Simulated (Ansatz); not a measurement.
Geometry relaxation, with input and output: Cu (part 2 of 3)

The same run, continued: Cu (interface cell, 20 atoms in the cell); DFT PBE, scalar-relativistic, plane waves, PAW, no spin polarisation (Ansatz 0.2.0); cutoff 420 eV, 10×10×2 k-mesh, Gaussian smearing of 0.1 eV. The structure derives from an entry of the Crystallography Open Database. It belongs to a series of runs on one base structure; here: symmetric tilt boundary Sigma 5 (2 1 0), mirror between planes, shift [0, 0.5].

Geometry of the input (Å; fractional positions):
```
3.6297  0.0000  0.0000
-1.8149  4.0582  0.0000
0.0000  0.0000  16.5327
Cu 0.4000  0.8000  0.0736
Cu 0.2000  0.4000  0.2700
Cu 0.7000  0.4000  0.0245
Cu 0.5000  1.0000  0.2209
Cu 0.9000  0.8000  0.3191
Cu 0.8000  0.6000  0.1718
Cu 0.6000  0.2000  0.3682
Cu 0.1000  0.2000  0.1227
Cu 0.3000  0.6000  0.4173
Cu 1.0000  1.0000  0.4664
Cu 0.4000  0.3000  0.9173
Cu 0.2000  0.9000  0.7209
Cu 0.7000  0.9000  0.9664
Cu 0.5000  0.5000  0.7700
Cu 0.9000  0.3000  0.6718
Cu 0.8000  0.1000  0.8191
Cu 0.6000  0.7000  0.6227
Cu 0.1000  0.7000  0.8682
Cu 0.3000  0.1000  0.5736
Cu 0.0000  0.5000  0.5245
```

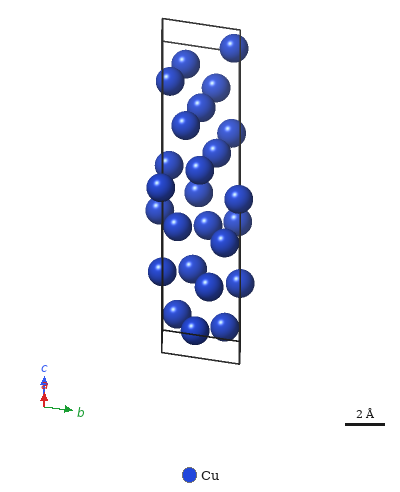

Figure 1. The geometry at step 6 of the log (spheres-only view of the cell of the calculation, seen at an oblique angle).

## Output, continued
```
SCF iter   1: F=—  HF=-132501.546189 eV  |F-HF|=—  |Δ(HF+E_count)|=         —  Δρ=9.08e-4  dr2=4.56e-5  ethr=1.36e-8  ⟨swp⟩=3.1  Hψ=141866  notcnv=0
preconditioner: auto → Kerker (q_TF=auto, 2.924 Å⁻¹)  [metal: Δε(μ)=0.009 eV  Ē_g=9.679 eV  σ=0.100 eV  W_gap=0.05  n_scr=104 (ndim 8)  ℏωp=34.8 eV  f_vac=0.000  D(μ)=5.05/eV (n_scr^D=28)]
SCF iter   2: F=—  HF=-132501.551405 eV  |F-HF|=—  |Δ(HF+E_count)|=   5.22e-3  Δρ=4.63e-4  dr2=1.31e-5  ethr=1.20e-8  ⟨swp⟩=1.6  Hψ=25674  notcnv=0
SCF iter   3: F=—  HF=-132501.553186 eV  |F-HF|=—  |Δ(HF+E_count)|=   1.78e-3  Δρ=2.51e-5  dr2=3.24e-7  ethr=3.45e-9  ⟨swp⟩=1.6  Hψ=24537  notcnv=0
SCF iter   4: F=—  HF=-132501.553188 eV  |F-HF|=—  |Δ(HF+E_count)|=   2.04e-6  Δρ=5.04e-6  dr2=4.12e-8  ethr=8.52e-11  ⟨swp⟩=2.0  Hψ=43500  notcnv=0
SCF iter   5: F=—  HF=-132501.553188 eV  |F-HF|=—  |Δ(HF+E_count)|=   4.50e-8  Δρ=1.36e-6  dr2=1.40e-9  ethr=1.08e-11  ⟨swp⟩=2.0  Hψ=33926  notcnv=0
SCF iter   6: F=-132501.553188 eV  HF=-132501.553188 eV  |F-HF|=2.04e-10  |Δ(HF+E_count)|=   1.89e-9  Δρ=3.58e-7  dr2=1.59e-10  ethr=1.00e-12  ⟨swp⟩=6.2  Hψ=119286  notcnv=0
SCF 6 converged in 6 iterations: F = -132501.553188 eV  dr2 = 1.59e-10
relax step   6: F+E_penalty+E_count = -132501.55318790 eV  Δ(F+E_penalty+E_count) = -4.699e-3 eV  max|allowed force component| = 4.861e-4 eV/Å  Δτ_max = 0.0000 Å  P = -0.852 GPa  Ω = 250.881 Å³  fix = [a, b, alpha, beta, gamma]  reactions: a -0.902, b -1.636 GPa; gamma +0.359 GPa/rad  stress off target by 1.83e-2 GPa on what of the cell is left free  SCF on the basis re-selected at this cell (its energy is not comparable with the rows above)  (6 SCF iters)
basis re-selected at this cell: Δ(F+E_penalty+E_count) = -4.699e-3 eV, ΔP = -0.022 GPa vs the last step (what re-selecting the basis moved, of the pressure what is left beyond the Pulay correction that the steps carried, after the strain that the cell walked since its last selection, with what the two solves' SCF thresholds leave and, on support functions, any second-order correction that the steps lacked; it is no measure of the basis error at this ecutwfc). This SCF's stress stands 1.83e-2 GPa from its target on what of the cell is left free (relax.cell.stress_tol is 1.00e-1 GPa) and its largest allowed force component is 4.86e-4 eV/Å (relax.f_tol is 2.00e-2 eV/Å): within both
SCF converged after 6 iterations
Free energy (F): -132501.553188 eV
Harris-Foulkes:  -132501.553188 eV  (|F-HF|=2.04e-10)
Internal energy: -132501.527945 eV  (E = F + TS)
E sigma→0 (E₀):  -132501.540566 eV
Entropy (-TS):   -0.025243 eV (-1.262 meV/atom)
Fermi energy:    15.543227 eV
--- Per-component energies (eV) ---
  E_band       = -7624.162716
  E_kinetic    = 5993.854147
  E_local      = -85020.249780  (includes V_loc(G=0)·N_el)
  E_nonlocal   = 7808.801759
  E_hartree    = 37477.770635
  E_xc         = -1784.954777
  E_vxc        = -2302.962865  (∫ρ·V_xc dr)
  E_paw        = -33269.541519  (= ΣΔE_a)
  E_vpaw       = -9059.155101  (= ΣTr[D̂ρ^β])
  E_aug_tail   = 0.005506  (compensation charges beyond the density's cutoff)
  E_ewald      = -63707.213916
  E_smearing   = -0.025243  (= −TS)
  E_closure    = 0.000000  (closes the sum)
  Σ components = -132501.553188   (vs F -132501.553188, Δ=0.00e0)
--- Forces (eV/Å), atoms counted from 1 ---
  atom   1  Cu     0.00003952    -0.00048608     0.00011918
  atom   2  Cu     0.00006230     0.00005030     0.00044818
  atom   3  Cu    -0.00012038    -0.00026258    -0.00003721
  atom   4  Cu    -0.00006230    -0.00005030    -0.00044818
  atom   5  Cu     0.00022372     0.00012360     0.00032585
  atom   6  Cu    -0.00022372    -0.00012360    -0.00032585
  atom   7  Cu    -0.00007742     0.00027106     0.00018841
  atom   8  Cu     0.00007742    -0.00027106    -0.00018841
  atom   9  Cu    -0.00003952     0.00048608    -0.00011918
  atom  10  Cu     0.00012038     0.00026258     0.00003721
  atom  11  Cu     0.00003952    -0.00048608    -0.00011918
  atom  12  Cu     0.00006230     0.00005030    -0.00044818
  atom  13  Cu    -0.00012038    -0.00026258     0.00003721
  atom  14  Cu    -0.00006230    -0.00005030     0.00044818
  atom  15  Cu     0.00022372     0.00012360    -0.00032585
  atom  16  Cu    -0.00022372    -0.00012360     0.00032585
  atom  17  Cu    -0.00007742     0.00027106    -0.00018841
  atom  18  Cu     0.00007742    -0.00027106     0.00018841
  atom  19  Cu    -0.00003952     0.00048608     0.00011918
  atom  20  Cu     0.00012038     0.00026258    -0.00003721
  max |Σ_I F_I| component: 5.42e-20 eV/Å
--- Stress (GPa, compression-positive) ---
       -1.041130       0.310183       0.000000
        0.310183      -1.497017      -0.000000
        0.000000      -0.000000      -0.018344
  P = ⅓ Tr σ = -0.8522 GPa (-8.522 kbar)
--- Band table (eV; the first three rows and the last of 104) ---
  k-point 0: bands = ["-97.0618", "-97.0617", "-97.0583", "-97.0583", "-97.0310", "-97.0310", "-97.0250", "-97.0250", "-96.9496", "-96.9496", "-96.9496", "-96.9495", "-96.9230", "-96.9230", "-96.9226", "-96.9226", "-96.8230", "-96.8230", "-96.8190", "-96.8190", "-54.4621", "-54.4617", "-54.4459", "-54.4458", "-54.4439", "-54.4435", "-54.4392", "-54.4392", "-54.4293", "-54.4293", "-54.4284", "-54.4283", "-54.4156", "-54.4156", "-54.4059", "-54.4058", "-54.4041", "-54.4039", "-54.3987", "-54.3986",
      "-54.3814", "-54.3814", "-54.3707", "-54.3706", "-54.3500", "-54.3488", "-54.3481", "-54.3469", "-54.3433", "-54.3426", "-54.3382", "-54.3380", "-54.3229", "-54.3227", "-54.3209", "-54.3205", "-54.3027", "-54.3017", "-54.3016", "-54.3000", "-54.2855", "-54.2841", "-54.2816", "-54.2797", "-54.2734", "-54.2732", "-54.2702", "-54.2700", "-54.2297", "-54.2297", "-54.2218", "-54.2213", "-54.2110", "-54.2110", "-54.1744", "-54.1744", "-54.1548", "-54.1548", "-54.1489", "-54.1489",
      "6.4506", "6.7554", "7.3245", "8.3559", "8.8837", "10.3987", "10.7722", "10.8589", "10.8915", "11.2535", "11.2743", "11.2976", "11.3350", "11.4216", "11.4887", "11.5081", "11.5628", "11.5660", "11.6027", "11.6145", "11.6847", "11.7011", "11.7068", "11.7174", "11.7851", "11.8116", "11.8136", "11.8271", "11.8686", "11.9114", "11.9118", "11.9374", "12.0098", "12.0191", "12.0836", "12.0906", "12.1770", "12.2021", "12.2106", "12.2288",
      "12.2337", "12.2444", "12.2607", "12.3631", "12.4171", "12.4451", "12.4516", "12.5137", "12.5398", "12.5512", "12.6306", "12.6340", "12.6492", "12.6786", "12.7221", "12.7640", "12.7679", "12.8198", "12.8314", "12.9348", "12.9867", "12.9972", "13.0117", "13.0290", "13.0693", "13.1481", "13.2160", "13.2639", "13.2893", "13.2937", "13.3286", "13.3316", "13.3346", "13.3421", "13.3752", "13.4014", "13.4217", "13.4458", "13.4544", "13.4703",
      "13.5026", "13.5048", "13.5735", "13.5956", "13.6406", "13.6569", "13.6784", "13.6983", "13.7821", "13.8073", "13.8081", "13.8162", "13.8700", "13.8775", "13.8866", "13.9162", "13.9302", "13.9689", "14.0064", "14.0088", "14.0279", "14.0738", "14.0791", "14.0848", "14.1168", "14.4717", "14.5802", "17.0050", "17.0709", "17.1592", "17.3531", "17.4960", "17.7191", "17.9172", "18.4411", "18.8475", "19.6334", "20.2147", "21.0227", "21.0898",
      "21.2360", "21.4112", "21.4507", "21.4808", "21.5487", "22.2726", "22.4812", "22.4872", "22.5697", "22.6538", "23.2307", "23.4614", "23.5788", "23.8445", "23.8900", "23.9259", "23.9742", "24.2919", "24.3028", "24.3992", "24.4974", "24.9711", "24.9901", "25.0019", "25.0622", "26.0433", "26.1770", "26.4873"]
  k-point 1: bands = ["-97.0618", "-97.0618", "-97.0583", "-97.0583", "-97.0310", "-97.0310", "-97.0250", "-97.0250", "-96.9496", "-96.9496", "-96.9495", "-96.9495", "-96.9230", "-96.9230", "-96.9226", "-96.9226", "-96.8230", "-96.8230", "-96.8190", "-96.8190", "-54.4619", "-54.4619", "-54.4459", "-54.4459", "-54.4437", "-54.4437", "-54.4392", "-54.4392", "-54.4293", "-54.4293", "-54.4284", "-54.4284", "-54.4156", "-54.4156", "-54.4059", "-54.4059", "-54.4040", "-54.4040", "-54.3987", "-54.3987",
      "-54.3814", "-54.3814", "-54.3706", "-54.3706", "-54.3496", "-54.3496", "-54.3473", "-54.3473", "-54.3430", "-54.3430", "-54.3381", "-54.3381", "-54.3228", "-54.3228", "-54.3207", "-54.3207", "-54.3025", "-54.3025", "-54.3005", "-54.3005", "-54.2849", "-54.2849", "-54.2805", "-54.2805", "-54.2733", "-54.2733", "-54.2701", "-54.2701", "-54.2297", "-54.2297", "-54.2215", "-54.2215", "-54.2110", "-54.2110", "-54.1744", "-54.1744", "-54.1548", "-54.1548", "-54.1489", "-54.1489",
      "6.5637", "6.5637", "7.7509", "7.7509", "9.6330", "9.6330", "10.8735", "10.8735", "11.2293", "11.2293", "11.2868", "11.2868", "11.3143", "11.3143", "11.4926", "11.4926", "11.5805", "11.5805", "11.5999", "11.5999", "11.6539", "11.6539", "11.7508", "11.7508", "11.7801", "11.7801", "11.8017", "11.8017", "11.9057", "11.9057", "11.9200", "11.9200", "12.0243", "12.0243", "12.1360", "12.1360", "12.1682", "12.1682", "12.2005", "12.2005",
      "12.2405", "12.2405", "12.2658", "12.2658", "12.4496", "12.4496", "12.4915", "12.4915", "12.5553", "12.5553", "12.6003", "12.6003", "12.7069", "12.7069", "12.7524", "12.7524", "12.8009", "12.8009", "12.8835", "12.8835", "12.9107", "12.9107", "13.0669", "13.0669", "13.1172", "13.1172", "13.2598", "13.2598", "13.2894", "13.2894", "13.3062", "13.3062", "13.3496", "13.3496", "13.3815", "13.3815", "13.4013", "13.4013", "13.4582", "13.4582",
      "13.5295", "13.5295", "13.5976", "13.5976", "13.6267", "13.6267", "13.7263", "13.7263", "13.7797", "13.7797", "13.8215", "13.8215", "13.8711", "13.8711", "13.9083", "13.9083", "13.9375", "13.9375", "14.0145", "14.0145", "14.0526", "14.0526", "14.0952", "14.0952", "14.1244", "14.1244", "15.5170", "15.5170", "17.2206", "17.2206", "17.5625", "17.5625", "18.1512", "18.1512", "19.0436", "19.0436", "19.2399", "19.2399", "20.7921", "20.7921",
      "21.3582", "21.3582", "21.4610", "21.4610", "22.1296", "22.1296", "22.4233", "22.4233", "22.6749", "22.6749", "23.7875", "23.7875", "23.9567", "23.9567", "24.0222", "24.0222", "24.0507", "24.0507", "24.1985", "24.1985", "24.7059", "24.7059", "25.2231", "25.2231", "25.2887", "25.2887", "25.4272", "25.4272"]
  k-point 2: bands = ["-97.0617", "-97.0617", "-97.0583", "-97.0583", "-97.0309", "-97.0309", "-97.0251", "-97.0251", "-96.9496", "-96.9495", "-96.9495", "-96.9495", "-96.9230", "-96.9230", "-96.9227", "-96.9227", "-96.8229", "-96.8229", "-96.8191", "-96.8191", "-54.4623", "-54.4618", "-54.4449", "-54.4449", "-54.4446", "-54.4443", "-54.4401", "-54.4401", "-54.4290", "-54.4290", "-54.4283", "-54.4282", "-54.4139", "-54.4139", "-54.4084", "-54.4082", "-54.4017", "-54.4017", "-54.3978", "-54.3978",
      "-54.3818", "-54.3817", "-54.3718", "-54.3718", "-54.3503", "-54.3492", "-54.3488", "-54.3480", "-54.3418", "-54.3412", "-54.3373", "-54.3372", "-54.3232", "-54.3226", "-54.3211", "-54.3206", "-54.3028", "-54.3019", "-54.3017", "-54.3003", "-54.2858", "-54.2842", "-54.2820", "-54.2801", "-54.2733", "-54.2731", "-54.2702", "-54.2700", "-54.2296", "-54.2295", "-54.2226", "-54.2222", "-54.2096", "-54.2096", "-54.1755", "-54.1755", "-54.1546", "-54.1546", "-54.1490", "-54.1490",
      "6.5467", "6.8498", "7.4177", "8.4401", "8.9636", "10.4305", "10.7790", "10.8496", "10.8801", "11.2197", "11.2881", "11.3007", "11.3160", "11.3562", "11.3954", "11.4049", "11.4649", "11.5110", "11.5968", "11.6288", "11.6354", "11.6364", "11.6492", "11.6856", "11.7246", "11.7504", "11.7592", "11.7974", "11.8890", "11.9124", "11.9586", "11.9587", "11.9892", "11.9935", "12.0469", "12.0727", "12.1662", "12.1693", "12.2373", "12.2431",
      "12.2515", "12.3691", "12.3695", "12.4175", "12.4508", "12.4796", "12.5426", "12.5542", "12.5680", "12.5942", "12.5980", "12.6898", "12.7154", "12.7223", "12.7323", "12.7632", "12.8017", "12.8400", "12.8479", "12.9706", "12.9851", "13.0035", "13.0333", "13.0551", "13.0620", "13.1470", "13.1793", "13.2136", "13.2680", "13.2876", "13.3109", "13.3357", "13.3445", "13.3488", "13.4025", "13.4142", "13.4344", "13.4476", "13.4533", "13.4648",
      "13.5459", "13.5708", "13.5950", "13.6154", "13.6417", "13.6471", "13.6785", "13.7104", "13.7332", "13.7679", "13.7883", "13.8029", "13.8445", "13.8735", "13.8897", "13.8976", "13.9469", "13.9850", "14.0073", "14.0118", "14.0423", "14.0613", "14.0802", "14.0859", "14.1111", "14.4747", "14.5852", "16.0580", "16.3346", "16.4889", "17.0309", "17.1927", "17.5057", "17.6203", "19.1705", "19.2488", "20.0732", "20.2639", "20.3108", "20.4832",
      "21.1280", "21.4369", "21.5512", "21.7388", "21.8028", "22.4639", "22.6487", "22.6874", "22.9410", "22.9831", "23.1841", "23.5792", "23.6464", "23.9563", "24.0466", "24.2334", "24.2522", "24.5504", "24.5528", "24.5974", "24.8557", "24.9848", "25.0209", "25.2794", "25.3116", "25.6530", "25.6766", "26.2834"]
```
